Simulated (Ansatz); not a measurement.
**Two runs on HfO2**

System: HfO2 (12 atoms in the cell).
Method of the first run: Kohn-Sham DFT of a periodic cell, revPBE, Ansatz PAW, no spin polarisation (Ansatz 0.2.0).

The structure derives from a Materials Project entry. Text and figures count atoms from 1; the logs count them from 0 in places.

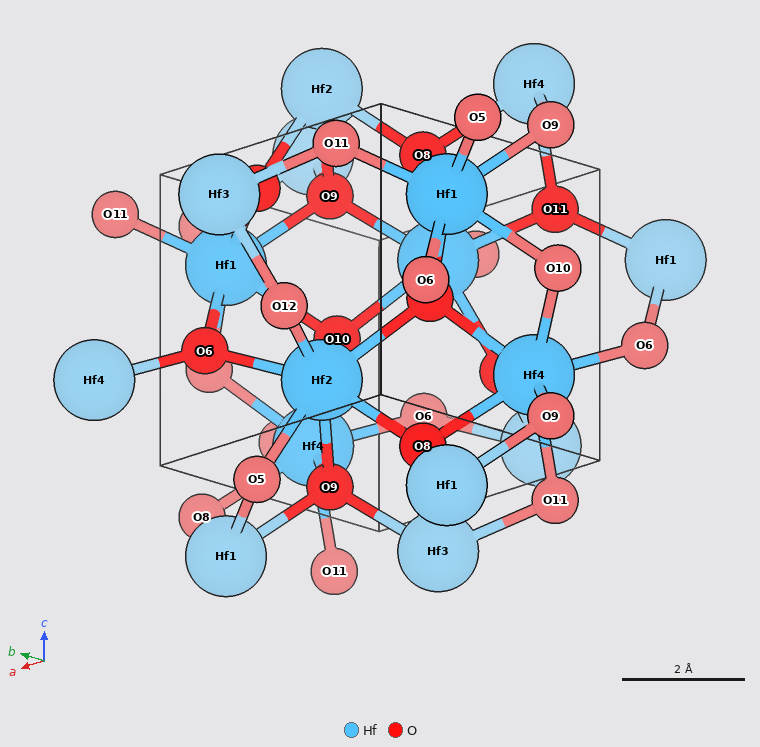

Figure 1. The structure as given in the input (ball-and-stick view of the cell of the calculation, seen at an oblique angle; neighbours outside the cell are drawn fainter; atoms are numbered from 1 in the order of the input).

The input, the first run:
```yaml
crystal:
  lattice:
    - [5.21946336, 0.0, 0.0]
    - [0.0, 5.00476369, 0.0]
    - [0.0, 0.0, 5.03268505]
  atoms:
    - { symbol: Hf, position: [0.966994, 0.73252082, 0.74144035] }
    - { symbol: Hf, position: [0.533006, 0.73252082, 0.24144035] }
    - { symbol: Hf, position: [0.466994, 0.26747918, 0.74144035] }
    - { symbol: Hf, position: [0.033006, 0.26747918, 0.24144035] }
    - { symbol: O, position: [0.63212745, 0.9286454, 0.87926726] }
    - { symbol: O, position: [0.86787255, 0.9286454, 0.37926726] }
    - { symbol: O, position: [0.23394852, 0.53988305, 0.49229239] }
    - { symbol: O, position: [0.26605148, 0.53988305, 0.99229239] }
    - { symbol: O, position: [0.76605148, 0.46011695, 0.99229239] }
    - { symbol: O, position: [0.73394852, 0.46011695, 0.49229239] }
    - { symbol: O, position: [0.13212745, 0.0713546, 0.87926726] }
    - { symbol: O, position: [0.36787255, 0.0713546, 0.37926726] }
hamiltonian:
  xc: revpbe
  pseudopotentials: { kind: paw }
kpoints:
  mp_grid: { grid: [5, 6, 5] }
scf:
  occupations: { method: fermi_dirac, width: 0.05 }
output:
  forces: true
  stress: true
  eigenvalues: true
  write_density: true
  write_potential: true
  elf: true
  volumetric_format: npy
```

Command:
```bash
ansatz run input.yaml --threads 2 --pin off --max-ram 5120MiB --backend cpu --events-out ev --progress --plain --runs-dir out
```

Hardware: 2 threads of Arm Neoverse V2, 24 GiB of memory available, shared host.

Output, shortened to warnings, some set-up lines, iterations and results (the first run):
```
Basis set: ecut = 420 eV, 2577 PW (Γ), exchange–correlation on 72×72×72 points (8 copies of the dense FFT grid, shifted against one another)
Symmetry: 4 space group operations
k-points: 36 of 150 (time reversal used)
Initial density: superposition of atomic densities (neutral atoms: chi_scale 0, normalization atom), corrected by the library's trained network
[...]
SCF iter   1: F=—  HF=-67491.161535 eV  |F-HF|=—  |Δ(HF+E_count)|=         —  Δρ=4.62e-3  dr2=2.31e-2  ethr=1.77e-3  ⟨swp⟩=5.5  Hψ=10354  notcnv=0  defer=92
SCF iter   2: F=—  HF=-67491.160348 eV  |F-HF|=—  |Δ(HF+E_count)|=   1.19e-3  Δρ=2.25e-3  dr2=3.06e-3  ethr=1.52e-5  ⟨swp⟩=2.0  Hψ=5942  notcnv=0  defer=126
SCF iter   3: F=—  HF=-67491.161314 eV  |F-HF|=—  |Δ(HF+E_count)|=   9.66e-4  Δρ=1.01e-3  dr2=9.90e-4  ethr=2.01e-6  ⟨swp⟩=2.2  Hψ=5467  notcnv=0  defer=126
SCF iter   4: F=—  HF=-67491.161682 eV  |F-HF|=—  |Δ(HF+E_count)|=   3.68e-4  Δρ=1.89e-4  dr2=4.78e-5  ethr=6.51e-7  ⟨swp⟩=2.0  Hψ=5006  notcnv=0  defer=126
SCF iter   5: F=—  HF=-67491.162029 eV  |F-HF|=—  |Δ(HF+E_count)|=   3.46e-4  Δρ=1.16e-4  dr2=1.41e-5  ethr=3.14e-8  ⟨swp⟩=2.0  Hψ=5694  notcnv=0  defer=126
SCF iter   6: F=—  HF=-67491.162036 eV  |F-HF|=—  |Δ(HF+E_count)|=   6.93e-6  Δρ=4.10e-5  dr2=2.19e-6  ethr=9.29e-9  ⟨swp⟩=2.0  Hψ=5556  notcnv=0  defer=126
SCF iter   7: F=—  HF=-67491.162037 eV  |F-HF|=—  |Δ(HF+E_count)|=   1.62e-6  Δρ=2.63e-5  dr2=8.08e-7  ethr=1.44e-9  ⟨swp⟩=2.0  Hψ=5153  notcnv=0  defer=126
SCF iter   8: F=-67491.162037 eV  HF=-67491.162037 eV  |F-HF|=9.83e-8  |Δ(HF+E_count)|=   2.26e-7  Δρ=7.40e-6  dr2=6.30e-8  ethr=6.58e-11  ⟨swp⟩=12.8  Hψ=25387  notcnv=0
SCF 1 converged in 8 iterations: F = -67491.162037 eV  dr2 = 6.30e-8
SCF converged after 8 iterations
Free energy (F): -67491.162037 eV
Harris-Foulkes:  -67491.162037 eV  (|F-HF|=9.83e-8)
Internal energy: -67491.162037 eV  (E = F + TS)
E sigma→0 (E₀):  -67491.162037 eV
Fermi energy:    17.592867 eV
--- Per-component energies (eV) ---
  E_band       = 190.936909
  E_kinetic    = 3101.483448
  E_local      = -23353.407736  (includes V_loc(G=0)·N_el)
  E_nonlocal   = -4596.437316
  E_hartree    = 10723.137111
  E_xc         = -1797.797388
  E_vxc        = -1824.401725  (∫ρ·V_xc dr)
  E_paw        = -29017.913166  (= ΣΔE_a)
  E_vpaw       = 5417.414103  (= ΣTr[D̂ρ^β])
  E_aug_tail   = 0.019708  (compensation charges beyond the density's cutoff)
  E_ewald      = -22549.594236
  E_core_change = -0.652462  (= ΣΔE_core)
  E_smearing   = -0.000000  (= −TS)
  E_closure    = 0.000000  (closes the sum)
  Σ components = -67491.162037   (vs F -67491.162037, Δ=0.00e0)
--- Forces (eV/Å), atoms counted from 1 ---
  atom   1  Hf     0.06305379    -0.02607718     0.09472696
  atom   2  Hf    -0.06305379    -0.02607718     0.09472696
  atom   3  Hf     0.06305379     0.02607718     0.09472696
  atom   4  Hf    -0.06305379     0.02607718     0.09472696
  atom   5  O     -0.03892566    -0.03993916    -0.02028927
  atom   6  O      0.03892566    -0.03993916    -0.02028927
  atom   7  O      0.04293020     0.09984480    -0.07446494
  atom   8  O     -0.04293020     0.09984480    -0.07446494
  atom   9  O     -0.04293020    -0.09984480    -0.07446494
  atom  10  O      0.04293020    -0.09984480    -0.07446494
  atom  11  O     -0.03892566     0.03993916    -0.02028927
  atom  12  O      0.03892566     0.03993916    -0.02028927
  max |Σ_I F_I| component: 1.09e-4 eV/Å
--- Stress (GPa, compression-positive) ---
       13.612599       0.000000       0.000000
        0.000000      13.728749       0.000000
        0.000000       0.000000      13.209576
  P = ⅓ Tr σ = 13.5170 GPa (135.170 kbar)
```

For the second run the input was changed thus:
```diff
-  xc: revpbe
+  xc: pbe
-  mp_grid: { grid: [5, 6, 5] }
+  mp_grid: { grid: [2, 2, 2] }
-  write_density: true
-  write_potential: true
-  elf: true
-  volumetric_format: npy
```

What does this change do to the results?

The total energies belong to different methods, so their difference says nothing on which is more stable or more accurate. The pressure goes from 13.52 to 9.83 GPa. The largest force goes from 0.132 to 0.111 eV/Å. The functional changes from revPBE to PBE. The number of SCF iterations is the same. The irreducible k-points go from 36 to 8. On the same kind of shared host the second run took about 0.081 times as long.

Output, shortened to warnings, some set-up lines, iterations and results (the second run):
```
Basis set: ecut = 420 eV, 2577 PW (Γ), exchange–correlation on 72×72×72 points (8 copies of the dense FFT grid, shifted against one another)
Symmetry: 4 space group operations
k-points: 8
Initial density: superposition of atomic densities (neutral atoms: chi_scale 0, normalization atom), corrected by the library's trained network
[...]
SCF iter   1: F=—  HF=-67446.187523 eV  |F-HF|=—  |Δ(HF+E_count)|=         —  Δρ=3.59e-3  dr2=1.21e-2  ethr=1.77e-3  ⟨swp⟩=5.6  Hψ=2312  notcnv=0  defer=18
SCF iter   2: F=—  HF=-67446.187379 eV  |F-HF|=—  |Δ(HF+E_count)|=   1.44e-4  Δρ=1.70e-3  dr2=1.54e-3  ethr=7.98e-6  ⟨swp⟩=2.0  Hψ=1328  notcnv=0  defer=28
SCF iter   3: F=—  HF=-67446.187950 eV  |F-HF|=—  |Δ(HF+E_count)|=   5.71e-4  Δρ=7.98e-4  dr2=5.00e-4  ethr=1.01e-6  ⟨swp⟩=2.4  Hψ=1030  notcnv=0  defer=2
SCF iter   4: F=—  HF=-67446.188206 eV  |F-HF|=—  |Δ(HF+E_count)|=   2.56e-4  Δρ=1.34e-4  dr2=2.79e-5  ethr=3.29e-7  ⟨swp⟩=2.0  Hψ=1137  notcnv=0  defer=2
SCF iter   5: F=—  HF=-67446.188489 eV  |F-HF|=—  |Δ(HF+E_count)|=   2.83e-4  Δρ=8.50e-5  dr2=7.72e-6  ethr=1.84e-8  ⟨swp⟩=2.0  Hψ=1260  notcnv=0  defer=2
SCF iter   6: F=—  HF=-67446.188488 eV  |F-HF|=—  |Δ(HF+E_count)|=   1.17e-6  Δρ=3.26e-5  dr2=1.59e-6  ethr=5.08e-9  ⟨swp⟩=2.0  Hψ=1088  notcnv=0  defer=2
SCF iter   7: F=—  HF=-67446.188488 eV  |F-HF|=—  |Δ(HF+E_count)|=   5.51e-7  Δρ=1.29e-5  dr2=2.15e-7  ethr=1.05e-9  ⟨swp⟩=2.4  Hψ=1182  notcnv=0  defer=2
SCF iter   8: F=-67446.188488 eV  HF=-67446.188488 eV  |F-HF|=3.09e-9  |Δ(HF+E_count)|=   4.70e-8  Δρ=3.26e-6  dr2=1.43e-8  ethr=6.58e-11  ⟨swp⟩=8.2  Hψ=2833  notcnv=0
SCF 1 converged in 8 iterations: F = -67446.188488 eV  dr2 = 1.43e-8
SCF converged after 8 iterations
Free energy (F): -67446.188488 eV
Harris-Foulkes:  -67446.188488 eV  (|F-HF|=3.09e-9)
Internal energy: -67446.188488 eV  (E = F + TS)
E sigma→0 (E₀):  -67446.188488 eV
Fermi energy:    17.517741 eV
--- Per-component energies (eV) ---
  E_band       = 178.954571
  E_kinetic    = 3098.052526
  E_local      = -23356.745136  (includes V_loc(G=0)·N_el)
  E_nonlocal   = -4586.412919
  E_hartree    = 10718.298076
  E_xc         = -1793.895353
  E_vxc        = -1822.928645  (∫ρ·V_xc dr)
  E_paw        = -28975.911306  (= ΣΔE_a)
  E_vpaw       = 5410.377456  (= ΣTr[D̂ρ^β])
  E_aug_tail   = 0.019860  (compensation charges beyond the density's cutoff)
  E_ewald      = -22549.594236
  E_smearing   = -0.000000  (= −TS)
  E_closure    = 0.000000  (closes the sum)
  Σ components = -67446.188488   (vs F -67446.188488, Δ=0.00e0)
--- Forces (eV/Å), atoms counted from 1 ---
  atom   1  Hf     0.05442671    -0.02336718     0.08018054
  atom   2  Hf    -0.05442671    -0.02336718     0.08018054
  atom   3  Hf     0.05442671     0.02336718     0.08018054
  atom   4  Hf    -0.05442671     0.02336718     0.08018054
  atom   5  O     -0.04116521    -0.03870257    -0.00928765
  atom   6  O      0.04116521    -0.03870257    -0.00928765
  atom   7  O      0.01596699     0.08408191    -0.07088864
  atom   8  O     -0.01596699     0.08408191    -0.07088864
  atom   9  O     -0.01596699    -0.08408191    -0.07088864
  atom  10  O      0.01596699    -0.08408191    -0.07088864
  atom  11  O     -0.04116521     0.03870257    -0.00928765
  atom  12  O      0.04116521     0.03870257    -0.00928765
  max |Σ_I F_I| component: 1.70e-5 eV/Å
--- Stress (GPa, compression-positive) ---
        9.841580       0.000000       0.000000
        0.000000       9.986461       0.000000
        0.000000       0.000000       9.671738
  P = ⅓ Tr σ = 9.8333 GPa (98.333 kbar)
```

The two runs side by side:

```csv
quantity,the first run,the second run
outcome,converged,converged
free energy per atom (eV),−5624.2635,−5620.5157
gap on the mesh (eV),4.54,4.57
pressure (GPa),13.52,9.83
largest force (eV/Å),0.132,0.111
SCF iterations,8,8
irreducible k-points,36,8
plane waves at Γ,2577,2577
wall time (shared host),30 s,2.4 s
```

For both runs: Spin–orbit coupling is left out, which matters for Hf. For the first run: Points of doubt noted for this run: forces on files of another functional. The cell is under a pressure of 13.5 GPa at this level, so it is not at its equilibrium volume. For the second run: The cell is under a pressure of 9.8 GPa at this level, so it is not at its equilibrium volume.
